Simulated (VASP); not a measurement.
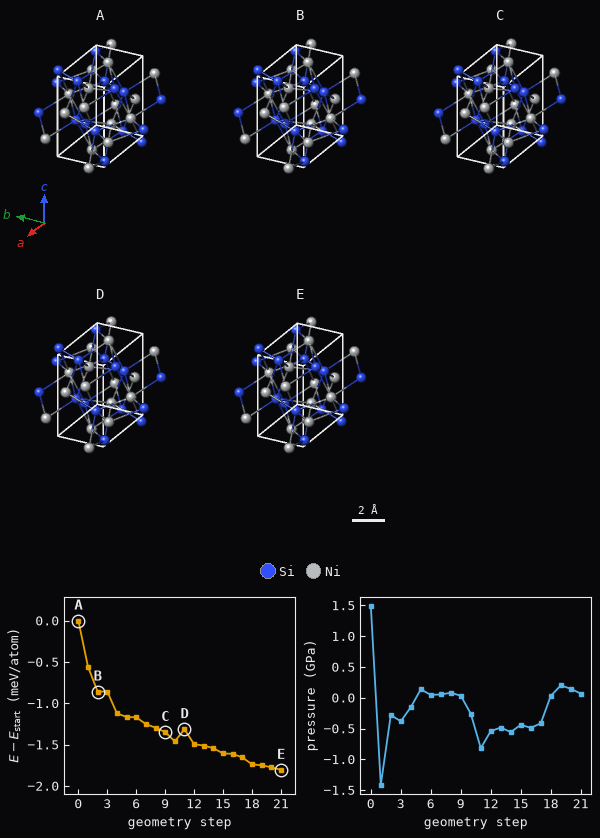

Frames of a relaxation of solid SiNi (set up in Pnma), marked on the history of the run. The picture is a ball-and-stick view of the cell of the calculation, seen from a free direction.

The run lets cell and atoms move.

Computed with Kohn-Sham DFT of a periodic cell, PBE, VASP PAW PBE potentials, minimal (VASP).

The input:
```
PREC = Accurate
ENCUT = 300
EDIFF = 1E-6
ISMEAR = 1
SIGMA = 0.1
LREAL = False
LASPH = True
NELM = 80
ALGO = Normal
ISIF = 3
LWAVE = False
LCHARG = False
GGA = PE
IBRION = 2
NSW = 90
EDIFFG = -0.01
KPAR = 4
```

Launched with:
```bash
cat potpaw_PBE.64/Si/POTCAR potpaw_PBE.64/Ni/POTCAR > POTCAR
mpirun -np 4 vasp_std > vasp.out
```

**Describe the path.**

The largest moves relative to the cell, 0.028 Å, are those of Si atoms. By element the largest moves are Si 0.028 Å, Ni 0.005 Å. The volume changes by +0.9 %, with a 5.173 → 5.263 Å (+1.7 %), b 3.338 → 3.265 Å (−2.2 %), c 5.605 → 5.682 Å (+1.4 %). Some distances before and after: Ni–Si 2.278 → 2.290 Å, Ni–Si 2.384 → 2.394 Å, Ni–Si 2.319 → 2.324 Å. Among the angles between lasting bonds that change: Ni–Si–Ni 92.1° → 89.2°, Si–Ni–Si 92.1° → 89.2°, Si–Ni–Si 85.2° → 87.8°. The space group stays Pnma (No. 62). After 21 geometry steps the energy has fallen by 1.8 meV per atom. Largest force component: 0.026 eV/Å at the start, 0.0099 eV/Å at the end. Pressure: 1.49 GPa at the start and 0.07 GPa at the end. From step 0 to 2: volume +1.0 %, energy −0.9 meV per atom. From step 2 to 9: volume −0.2 %, energy −0.5 meV per atom. From step 9 to 11: Si atoms move most (0.02 Å), volume +0.6 %, energy +0.0 meV per atom. From step 11 to 21: volume −0.6 %, energy −0.5 meV per atom.

```tsv
step	E − E(0), meV/atom	largest force component, eV/Å	pressure, GPa	volume, Å³/atom
0	0.00	0.0256	1.49	12.098
1	-0.56	0.0442	-1.42	12.297
2	-0.86	0.0228	-0.28	12.222
3	-0.86	0.0242	-0.38	12.226
4	-1.12	0.0377	-0.15	12.205
5	-1.17	0.0490	0.14	12.190
6	-1.17	0.0467	0.05	12.193
7	-1.25	0.0325	0.05	12.193
8	-1.30	0.0483	0.08	12.193
9	-1.35	0.0396	0.03	12.201
10	-1.46	0.0189	-0.26	12.225
11	-1.31	0.0634	-0.82	12.271
12	-1.50	0.0271	-0.54	12.235
13	-1.51	0.0340	-0.48	12.244
14	-1.54	0.0342	-0.56	12.242
15	-1.61	0.0407	-0.44	12.239
16	-1.61	0.0448	-0.49	12.237
17	-1.66	0.0403	-0.42	12.229
18	-1.74	0.0291	0.03	12.203
19	-1.75	0.0274	0.20	12.190
20	-1.77	0.0220	0.15	12.193
21	-1.81	0.0099	0.07	12.203
```

Limits of the set-up: an element that often carries a moment was run without spin polarisation.
